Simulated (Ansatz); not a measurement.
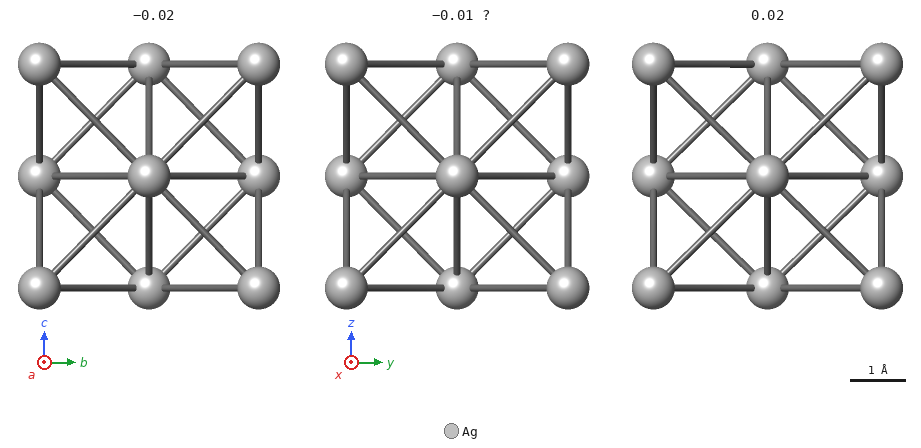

Energy scan for solid Ag (Fm-3m), in which the cell is strained along y alone, with the atoms kept at their fractional coordinates. x, y and z are the Cartesian axes of the input. A ball-and-stick model of the conventional cell (4 times the calculation's cell), repeated 2 × 1 × 1 with one cell outlined, seen along the a axis. Lengths and directions refer to the drawn axes.

Computed with DFT r2SCAN, scalar-relativistic, plane waves, PAW (Ansatz). Settings: plane-wave cutoff 500 eV; k-point mesh 20 × 20 × 20; occupations gaussian; smearing width 0.15 eV; no spin polarisation. Energies (free energies at the smearing named) are counted from the cell as listed in its source, which wasn't relaxed.

```tsv
strain	energy change (meV/atom)
−0.0200	6.03
−0.0150	3.94
−0.0100	?
−0.0050	0.94
0.0000	0.00
0.0050	−0.57
0.0100	−0.78
0.0150	−0.66
0.0175	−0.47
0.0200	−0.20
```

### Estimate the missing energy from the other rows, and compare with the calculation.

A straight line between the two neighbours gives 2.44 meV/atom. A cubic through the four nearest rows (−0.0200, −0.0150, −0.0050, 0.0000) gives, with Lagrange weights, (−0.1667)(6.03) + (0.6667)(3.94) + (0.6667)(0.94) + (−0.1667)(0.00) = 2.25 meV/atom. The calculation gives 2.25 meV/atom, so the cubic is right to the digits shown and the straight line 0.19 meV/atom too high, as the curve bends upwards here.

The whole profile:

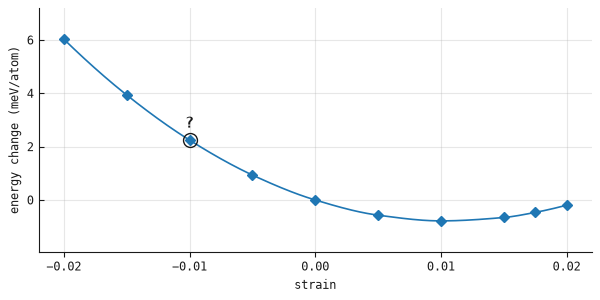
